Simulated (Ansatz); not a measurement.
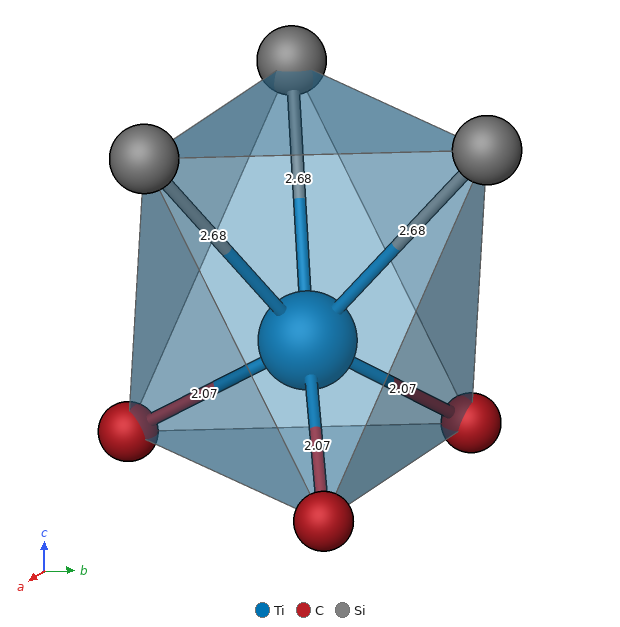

Coordination of Ti2 (4f) in Ti3SiC2 (P6_3/mmc); bond lengths in Å. Shape measures S are computed against regular polyhedra or, for capped shapes, the nearer of the equal-edge and equal-bond forms. Source: the end point of a relaxation with Ansatz 0.2.0, DFT PBEsol, scalar-relativistic, plane waves, PAW.

Name the coordination polyhedron and say how regular it is.

TiC3Si3: a clearly distorted octahedron (coordination number 6, S = 1.79; next best trigonal prism, S = 15.0).

Does the central atom sit at the centroid of its ligands?

No, it is displaced by 0.46 Å; the site symmetry is 3m.
